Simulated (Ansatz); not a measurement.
**Single-point calculation, with input and output: Zr2N**

The run: single-point calculation of Zr2N (Pnnm, 6 atoms in the cell). Method and program: DFT PBEsol, scalar-relativistic, plane waves, PAW, no spin polarisation (Ansatz 0.2.0).

The structure derives from a Materials Project entry. It belongs to a series of runs on one base structure; here: mode 4 (51.0 1/cm) frozen in, largest displacement +0.125 A. Figures and captions count atoms from 1; the log counts them from 0 in places.

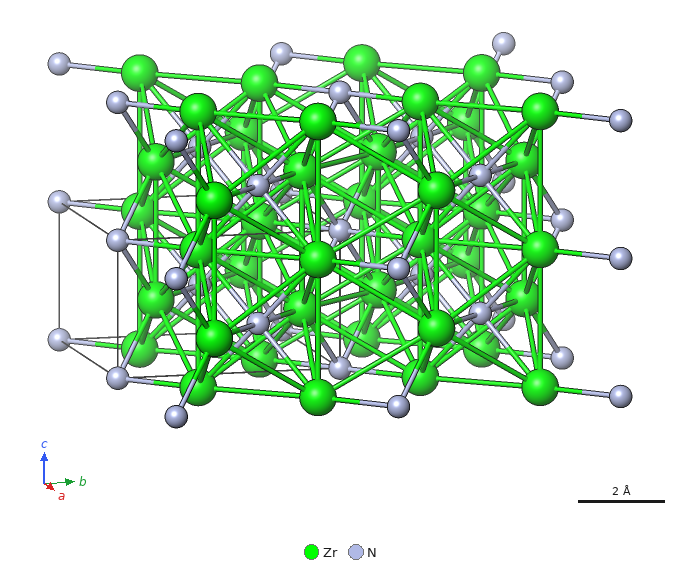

*The structure (ball-and-stick view of the cell of the calculation, repeated 2 × 2 × 2, seen slightly off an axis). An atom can appear more than once, as a periodic image.*

Near neighbours in the periodic cell (some may lie outside the picture): Zr has 3 N at 2.25 to 2.26 Å and 11 Zr at 3.10 to 3.27 Å; N has 6 Zr at 2.25 to 2.26 Å.

## Input
```yaml
crystal:
  lattice:
    - [5.3700488437, 0.0, 0.0]
    - [0.0, 5.3700488437, 0.0]
    - [0.0, 0.0, 3.272622999]
  atoms:
    - { symbol: Zr, position: [0.3127118266, 0.279792816, 0.0] }
    - { symbol: Zr, position: [0.6872881734, 0.720207184, 0.0] }
    - { symbol: Zr, position: [0.8127118266, 0.220207184, 0.5] }
    - { symbol: Zr, position: [0.1872881734, 0.779792816, 0.5] }
    - { symbol: "N", position: [0.0, 0.0, 0.0] }
    - { symbol: "N", position: [0.5, 0.5, 0.5] }
basis:
  ecutwfc: 420
kpoints:
  mp_grid: { grid: [10, 10, 14] }
hamiltonian:
  xc: pbesol
scf:
  occupations: { method: gaussian, width: 0.15 }
output:
  forces: true
  stress: true
  eigenvalues: true
  write_density: true
  write_potential: true
  elf: true
  volumetric_format: npy
```

Launched with:
```bash
ansatz run input.yaml --threads 2 --pin off --max-ram 5120MiB --backend cpu --events-out ev --progress --plain --runs-dir out
```

## Output
```
Engine: ansatz 0.2.0, x86_64-unknown-linux-gnu
Pseudopotentials: kind: paw
Pseudopotential: Zr, paw, valence charge 12, recommended cutoff 420 eV (normal), Zr.paw.azcp
Pseudopotential: N, paw, valence charge 5, recommended cutoff 420 eV (normal), N.paw.azcp
Functional definition: PBEsol
  exchange = pbesol_x
  correlation = pbesol_c
Crystal: 6 atoms, lattice volume = 94.374 Å³
Basis set: ecut = 420 eV, 1859 PW (Γ), exchange–correlation on 72×72×48 points (8 copies of the dense FFT grid, shifted against one another)
Bands: 35, of which v1, the nominal top of the filled ones, is band 29 counted from 1 (28 counted from 0)
Symmetry: 8 space group operations
Space group: Pnnm (ITA 58), of the structure as read, at distance tolerance 4.6e-5 Å
k-points: 288 of 1400
Non-local potential: Zr, projectors of the file, l = 0: 3, l = 1: 2, l = 2: 2, l = 3: 2
Non-local potential: N, projectors of the file, l = 0: 2, l = 1: 2, l = 2: 1
PAW form: soft (Blöchl's): semilocal exchange-correlation on the pseudo side does not see the compensation charge
PAW frozen core: Zr, regenerated for the run's functional, and the local potential with it (the file was generated under x = pbe(κ = 0.804, μ = 0.2195149727645171), c = pbe(β = 0.06672455060314922))
PAW frozen core: N, regenerated for the run's functional, and the local potential with it (the file was generated under x = pbe(κ = 0.804, μ = 0.2195149727645171), c = pbe(β = 0.06672455060314922))
PAW one-centre angular grid: Zr, 590 points (default); XC on 64 Gauss nodes
PAW one-centre angular grid: N, 110 points (default); XC on 64 Gauss nodes
Initial density: superposition of atomic densities (neutral atoms: chi_scale 0, normalization atom), corrected by the library's trained network
Initial wavefunctions: pseudopotential atomic-orbital guess
Functional: x = pbesol(κ = 0.804, μ = 0.12345679012345678), c = pbesol(β = 0.046)
SCF iter   1: F=—  HF=-17279.762049 eV  |F-HF|=—  |Δ(HF+E_count)|=         —  Δρ=6.59e-3  dr2=2.49e-2  ethr=1.77e-3  ⟨swp⟩=4.5  Hψ=38524  notcnv=0
preconditioner: auto → Kerker (q_TF=auto, 2.516 Å⁻¹)  [metal: Δε(μ)=0.014 eV  Ē_g=6.718 eV  σ=0.150 eV  W_gap=0.05  n_scr=22 (ndim 8)  ℏωp=19.5 eV  f_vac=0.000  D(μ)=3.23/eV (n_scr^D=22)]
SCF iter   2: F=—  HF=-17279.756686 eV  |F-HF|=—  |Δ(HF+E_count)|=   5.36e-3  Δρ=3.99e-3  dr2=9.08e-3  ethr=4.30e-5  ⟨swp⟩=1.1  Hψ=12710  notcnv=0
SCF iter   3: F=—  HF=-17279.755365 eV  |F-HF|=—  |Δ(HF+E_count)|=   1.32e-3  Δρ=8.50e-4  dr2=7.03e-4  ethr=1.57e-5  ⟨swp⟩=2.5  Hψ=15836  notcnv=0
SCF iter   4: F=—  HF=-17279.755235 eV  |F-HF|=—  |Δ(HF+E_count)|=   1.30e-4  Δρ=2.70e-4  dr2=5.95e-5  ethr=1.21e-6  ⟨swp⟩=2.0  Hψ=12856  notcnv=0
SCF iter   5: F=—  HF=-17279.755269 eV  |F-HF|=—  |Δ(HF+E_count)|=   3.33e-5  Δρ=5.44e-5  dr2=2.66e-6  ethr=1.03e-7  ⟨swp⟩=2.1  Hψ=11948  notcnv=0
SCF iter   6: F=—  HF=-17279.755268 eV  |F-HF|=—  |Δ(HF+E_count)|=   4.98e-7  Δρ=1.10e-5  dr2=1.21e-7  ethr=4.58e-9  ⟨swp⟩=2.0  Hψ=16311  notcnv=0
SCF iter   7: F=-17279.755268 eV  HF=-17279.755268 eV  |F-HF|=1.89e-9  |Δ(HF+E_count)|=   2.79e-8  Δρ=2.14e-6  dr2=4.76e-9  ethr=1.72e-10  ⟨swp⟩=11.8  Hψ=61706  notcnv=0
SCF 1 converged in 7 iterations: F = -17279.755268 eV  dr2 = 4.76e-9
  greatest PAW one-centre occupation: 0.996 electrons in one spin orbital (limit 2), on the Zr atom at site 3 (counted from 0), in its partial waves of l = 0
SCF converged after 7 iterations
Free energy (F): -17279.755268 eV
Harris-Foulkes:  -17279.755268 eV  (|F-HF|=1.89e-9)
Internal energy: -17279.718659 eV  (E = F + TS)
E sigma→0 (E₀):  -17279.736964 eV
Entropy (-TS):   -0.036609 eV (-6.101 meV/atom)
Fermi energy:    15.228541 eV
--- Per-component energies (eV) ---
  E_band       = -265.950066
  E_kinetic    = 1602.087287
  E_local      = -2684.876240  (includes V_loc(G=0)·N_el)
  E_nonlocal   = 413.244149
  E_hartree    = 843.390065
  E_xc         = -766.096398
  E_vxc        = -920.337251  (∫ρ·V_xc dr)
  E_paw        = -11843.998006  (= ΣΔE_a)
  E_vpaw       = -362.849553  (= ΣTr[D̂ρ^β])
  E_aug_tail   = 0.000273  (compensation charges beyond the density's cutoff)
  E_ewald      = -4844.188869
  E_core_change = 0.719079  (= ΣΔE_core)
  E_smearing   = -0.036609  (= −TS)
  E_closure    = -0.000000  (closes the sum)
  Σ components = -17279.755268   (vs F -17279.755268, Δ=0.00e0)
--- Forces (eV/Å), atoms counted from 1 ---
  atom   1  Zr    -0.07515505     0.12140482     0.00000000
  atom   2  Zr     0.07515505    -0.12140482     0.00000000
  atom   3  Zr    -0.07515505    -0.12140482     0.00000000
  atom   4  Zr     0.07515505     0.12140482     0.00000000
  atom   5  N      0.00000000     0.00000000     0.00000000
  atom   6  N     -0.00000000     0.00000000     0.00000000
  max |Σ_I F_I| component: 1.39e-17 eV/Å
--- Stress (GPa, compression-positive) ---
        2.374358       0.000000       0.000000
        0.000000      -2.855948       0.000000
        0.000000       0.000000      -0.675471
  P = ⅓ Tr σ = -0.3857 GPa (-3.857 kbar)
--- Band table (eV; the first three rows and the last of 288) ---
  k-point 0: bands = ["-33.2752", "-33.1298", "-33.1088", "-33.0560", "-12.2832", "-11.6570", "-11.6289", "-11.4859", "-11.3014", "-11.1172", "-11.0332", "-10.9931", "-10.8884", "-10.8740", "-10.8292", "-10.8260", "-0.0489", "1.5712", "9.2333", "9.4090", "10.0606", "10.9936", "11.2413", "11.4250", "11.9725", "13.2432", "15.6114", "15.7590", "16.0050", "16.0275", "16.3978", "16.4700", "16.6251", "16.9571", "17.5887"]
  k-point 1: bands = ["-33.2705", "-33.1276", "-33.1071", "-33.0567", "-12.2673", "-11.6450", "-11.6169", "-11.4760", "-11.3213", "-11.1267", "-11.0589", "-11.0205", "-10.9109", "-10.8921", "-10.8363", "-10.8320", "-0.0147", "1.5608", "9.3134", "9.4908", "9.9738", "11.0029", "11.2399", "11.5510", "11.9031", "13.3234", "15.5266", "15.5798", "15.6171", "15.9506", "16.1041", "16.7320", "16.7544", "17.4276", "17.6610"]
  k-point 2: bands = ["-33.2568", "-33.1212", "-33.1023", "-33.0590", "-12.2214", "-11.6100", "-11.5818", "-11.4470", "-11.3749", "-11.1577", "-11.1289", "-11.0952", "-11.0087", "-10.9049", "-10.8605", "-10.8520", "0.0806", "1.5262", "9.5349", "9.7155", "9.7980", "11.0261", "11.2328", "11.7132", "11.8590", "13.5496", "14.9967", "15.2987", "15.3048", "15.3172", "16.3110", "17.0410", "17.1212", "17.8113", "17.8360"]
  k-point 287: bands = ["-33.1182", "-33.1182", "-33.0850", "-33.0850", "-12.0767", "-12.0767", "-11.7721", "-11.7721", "-11.1590", "-11.1590", "-11.1548", "-11.1548", "-11.0807", "-11.0807", "-10.9714", "-10.9714", "0.8131", "0.8131", "10.3072", "10.3072", "10.3965", "10.3965", "10.7181", "10.7181", "13.6912", "13.6912", "14.2388", "14.2388", "15.0897", "15.0897", "16.5542", "16.5542", "17.8800", "17.8800", "19.2116"]
```

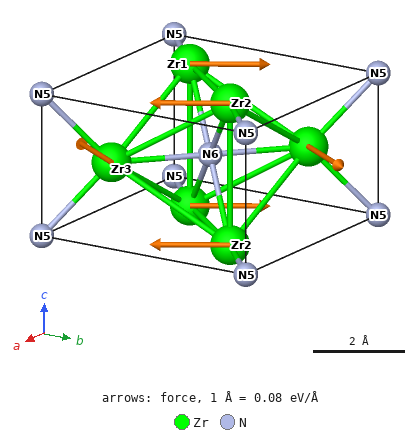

*Forces on the atoms as orange arrows (ball-and-stick view of the cell of the calculation, seen at an oblique angle; atoms are numbered from 1 in the order of the input).*

The largest act on all 4 Zr atoms (0.14 eV/Å). The geometry is not a stationary point of this energy.

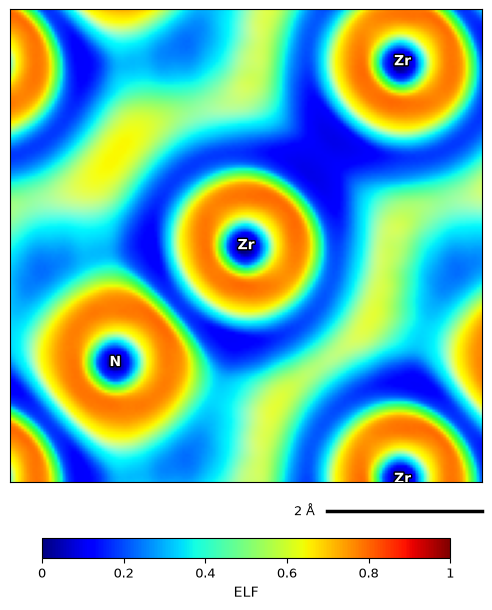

*ELF on the (001) plane of the conventional cell.*

Zr–N (2.25 Å): the ELF peaks at about 0.80 in the valence shell of N, 0.6 Å from its nucleus, and drops to about 0.15 between the two atoms; no shared pair; the contact is polar. Zr–Zr (3.10 Å): the ELF is about 0.10 at the midpoint (no shared electron pair).  The strong features right at Zr lie inside the PAW spheres (semicore, d or f shells) and say nothing about bonding. Core electrons are frozen (PAW), so the fields are smoothed inside the atomic spheres.

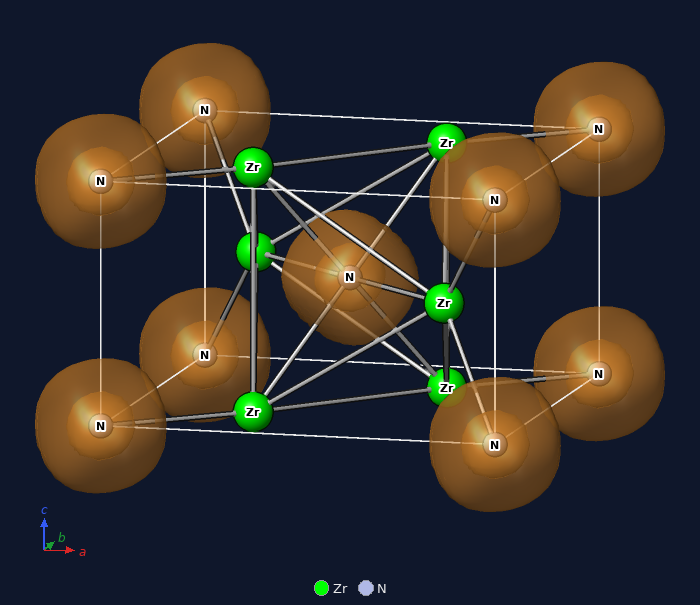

*Isosurface of the ELF at 0.7 (orange), seen slightly off an axis. Only the valence region is drawn (cores and ρ < 0.01 e/Å³ removed). Sticks mark near contacts. The outline is the cell set on symmetry axes.*

Profiles from the grid: Zr–N (2.25 Å): the ELF peaks at about 0.80 in the valence shell of N, 0.6 Å from its nucleus, and drops to about 0.15 between the two atoms (a polar contact without a shared pair, in a metal). Zr–Zr (3.10 Å): the ELF is about 0.10 at the midpoint; no shared electron pair.

## Key numbers

- outcome: converged
- space group (tolerance 0.01 Å): Pnnm (58)
- electrons treated: 58
- free energy: −17279.7553 eV
- Fermi energy: 15.229 eV
- gap on the k-point mesh: none (metallic)
- pressure: −0.39 GPa
- largest force (length of the vector): 0.143 eV/Å
- hardware: 2 threads of Intel Xeon @ 2.50GHz (Skylake/Cascade Lake), 192 GiB of memory available, shared host
- wall time: 41 s (CPU time 77 s)
- peak memory: 0.91 GiB
